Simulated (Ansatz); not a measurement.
# Electron scattering at the Σ5 (210) boundary in fcc Ni with C (interstitial), part 3 of 3

How much does the Σ5 (210) boundary in fcc Ni with C (interstitial) reflect electrons?

Ansatz 0.2.0; Ansatz plane-wave DFT, PBE, PAW files, collinear spin; relaxation of a bicrystal slab with its lowest layers held; PAW set soft_1 (the session's first sound run).

So far. Step 2 (Relaxing the bicrystal): The largest force component on a free atom ends at 0.0050 eV/Å, under the tolerance of 0.03, after 11 steps.

## (3) Transmission across the boundary (continued)

Level of this step: Ansatz plane-wave DFT, PBE, PAW files, collinear spin; ballistic transport by layer matching (Landauer), zero bias; boundary relaxed in a short slab, bulk layers laid on; PAW set soft_1 (Ansatz).

Per spin. Transmission, zone mean against energy, zero at the Fermi level:

| energy (eV) | T up | T down |
| --- | --- | --- |
| -0.1000 | 1.23 | 1.63 |
| -0.0500 | 1.21 | 1.69 |
| 0.0000 | 1.24 | 1.71 |
| 0.0500 | 1.24 | 1.69 |
| 0.1000 | 1.27 | 1.67 |

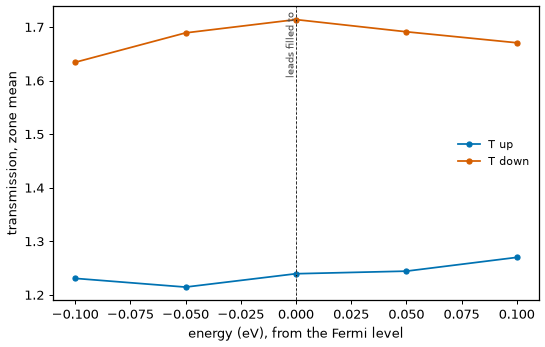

Transmission, zone mean against energy.

Per spin. Table of open channels, zone mean by energy, zero at the Fermi level:

| energy (eV) | lead up | upper lead up | lead down | upper lead down |
| --- | --- | --- | --- | --- |
| -0.1000 | 1.72 | 1.72 | 4.53 | 4.54 |
| -0.0500 | 1.75 | 1.75 | 4.68 | 4.68 |
| 0.0000 | 1.82 | 1.82 | 4.8 | 4.81 |
| 0.0500 | 1.83 | 1.83 | 4.79 | 4.79 |
| 0.1000 | 1.85 | 1.85 | 4.92 | 4.94 |

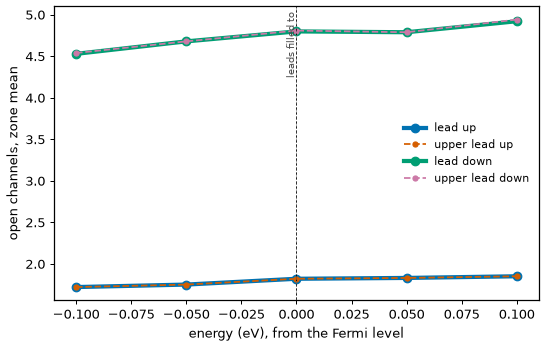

Open channels, zone mean, plotted against energy.

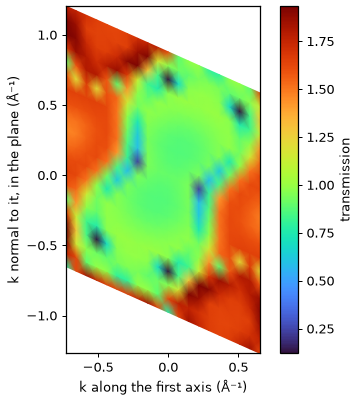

Transmission over k1 and k2. At 0.0000 eV from the Fermi level, spin up.

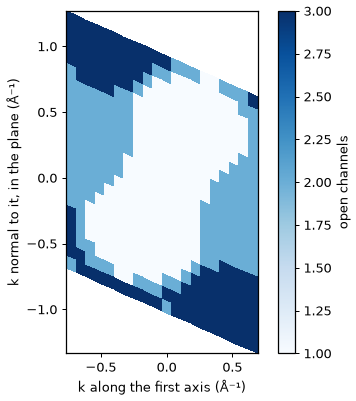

Open channels over k1 and k2. At 0.0000 eV from the Fermi level, spin up.

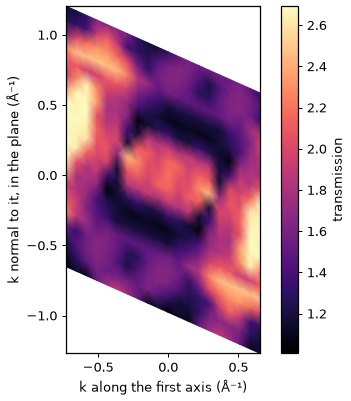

Transmission over k1 and k2. At 0.0000 eV from the Fermi level, spin down.

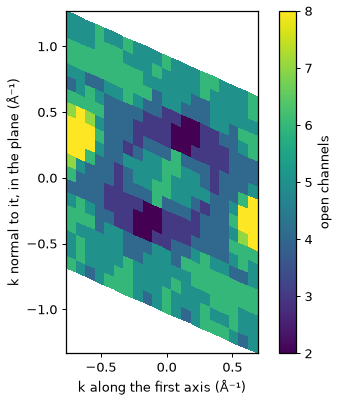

Open channels over k1 and k2. At 0.0000 eV from the Fermi level, spin down.

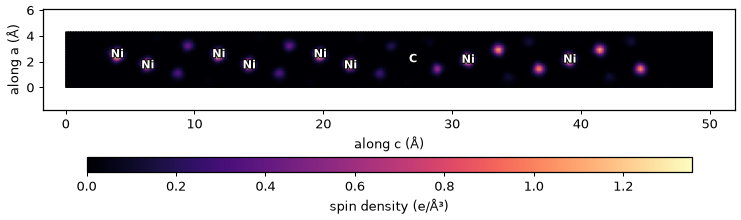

Spin density in the ca plane at fractional y = 0.746, with atoms of Ni and C within 0.2 Å of it.

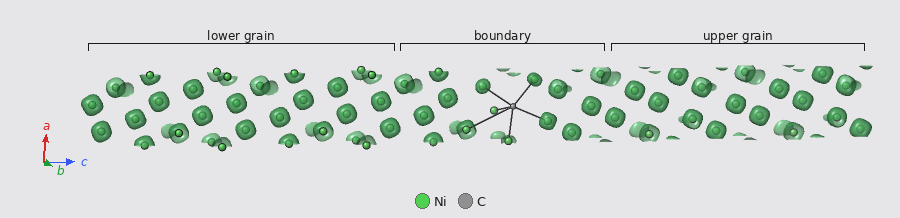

Surface of spin density = 0.22 e/Å³, which holds about 70 % of the integral of its size.

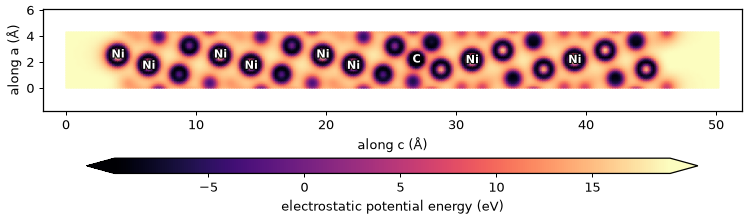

Electrostatic potential energy in the ca plane at fractional y = 0.746, with atoms of Ni and C within 0.2 Å of it. With pseudopotentials it is smooth inside the atoms' cores, unlike the true potential.

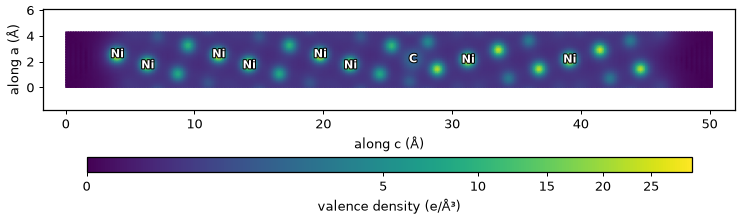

Valence density in the ca plane at fractional y = 0.746, with atoms of Ni and C within 0.2 Å of it. It is the smooth field of the valence electrons, not physical close to the nuclei. The colour scale is stretched toward low values.

Nearest the Fermi level spin up passes 1.24 of 1.82 channels of the lower lead and spin down 1.71 of 4.8.

## (4) Specific resistance

This step: Ansatz plane-wave DFT, PBE, PAW files, collinear spin; ballistic transport by layer matching (Landauer), zero bias; specific resistance of the boundary; PAW set soft_1 (Ansatz 0.2.0).

Numbers from this step:

| Quantity | Value |
| --- | --- |
| area resistance | 0.5429 fΩ m² |
| T over the leads' mean channel count | 0.4461 |
| spin asymmetry γ | 0.2125 (R down - R up) / (R down + R up) |

Averaged over the energies near the Fermi level, 44.6 % of the channels pass, which makes 0.543 fΩ m².

By hand, with means over the energies near the Fermi level: RA per spin = A (h/e²)(1/T − ½[1/N₁ + 1/N₂]); spin up: 13.88×10⁻²⁰ m² × 25 813 Ω × (1/1.240 − ½[1/1.796 + 1/1.796]) = 0.896 fΩ m²; spin down: 13.88×10⁻²⁰ m² × 25 813 Ω × (1/1.680 − ½[1/4.745 + 1/4.752]) = 1.38 fΩ m². The spins conduct in parallel, so 1/RA = 1/0.896 + 1/1.38 and RA = 0.543 fΩ m²; γ = (1.38 − 0.896)/(1.38 + 0.896) = 0.21.

## (5) Results

| Item | Value |
| --- | --- |
| specific resistance of the boundary | 0.543 fΩ m² |
| share of channels that pass | 0.446 |

**Reading.** The boundary has a specific resistance of 0.54 fΩ m². The boundary reflects 55 % of the channels; 0.54 fΩ m² is 5.4×10⁻¹² Ω·cm². That equals the resistance of 7.5 nm of bulk Ni at 300 K (measured 7.2 µΩ cm, CRC Handbook of Chemistry and Physics, 84th ed., 2003, Electrical Resistivity of Pure Metals). One C in 13.9 Å² of boundary is a high coverage. In the relaxation the upper grain slid sideways by about 0.4 Å, so the result belongs to the position that it found, not to the starting one. One starting structure was relaxed; another shift or atom count at the boundary may lie lower. One magnetic start was tried, and the two spins conduct in parallel without mixing.

[Hosts, paths, dates, database ids (printed as entryN), source tags and the programs' standing remarks are cut or masked in the printed files.]
